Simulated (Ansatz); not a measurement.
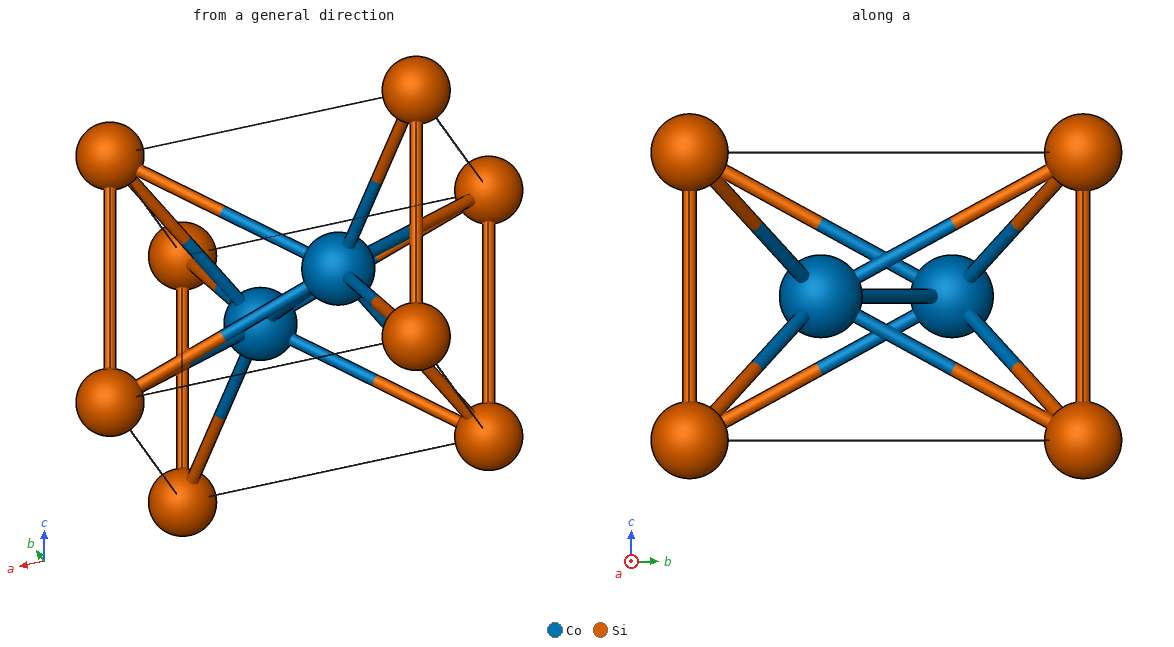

Structure drawing (ball-and-stick), viewed from a general direction and along the a axis. The edges of the conventional unit cell are marked.

The lattice constants are a = 3.912 Å, b = 3.912 Å, c = 2.476 Å, α = 90.00°, β = 90.00°, γ = 120.00°.

Bonding distances used: Co–Co up to 2.32 Å, Co–Si up to 3.08 Å, Si–Si up to 2.58 Å (cut-off distances).

**Count the atoms and give the formula.**

Co₂Si. The cell holds 2 Co, 1 Si, counting shared atoms by their share.

**Name the space group.**

P6/mmm (No. 191), with Co on 2d and Si on 1a.

**To which structure type does it belong?**

AlB₂ type.

**Describe the bonded network.**

The bonds build a three-dimensional framework.

The initial geometry was a textbook structure type filled with these elements (whether it is the usual form wasn't checked). The picture shows the end point of a geometry optimisation with DFT r2SCAN, scalar-relativistic, plane waves, PAW (Ansatz 0.2.0).
